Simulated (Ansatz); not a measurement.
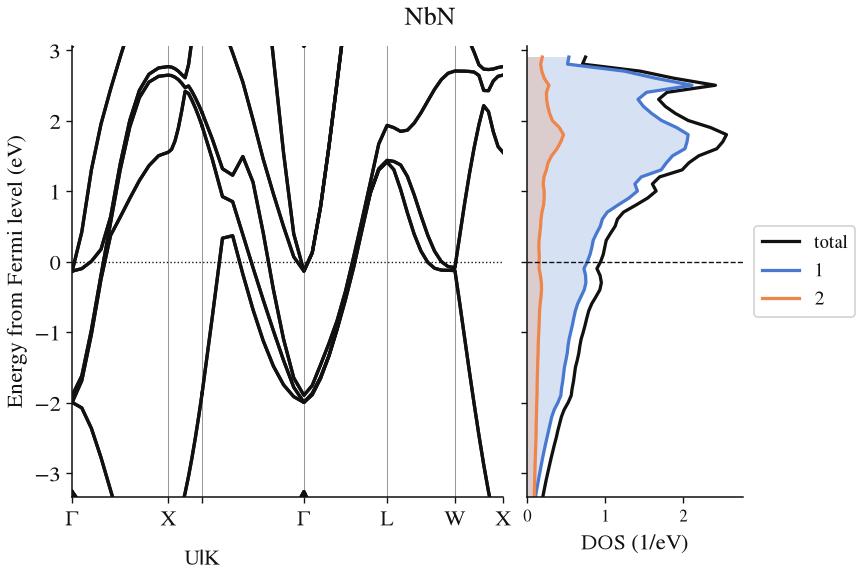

Band structure and density of states. Energies are counted from the Fermi level. The partial curves are projected on Löwdin-orthogonalised atomic shells.

Calculation on NbN, space group Fm-3m, 2 atoms in the cell.

Computed with Ansatz 0.2.0: DFT PBE, spin-orbit coupling, plane waves, PAW, 16×16×16 k mesh, 420 eV cutoff.

> The numbered curves are projections. Which is which? The candidates: N, Nb.

1 is Nb; 2 is N.

> Is there a gap at the Fermi level?

A metal: 10 spinor bands cross the Fermi level along this path (the two partners of a degenerate pair count as two).
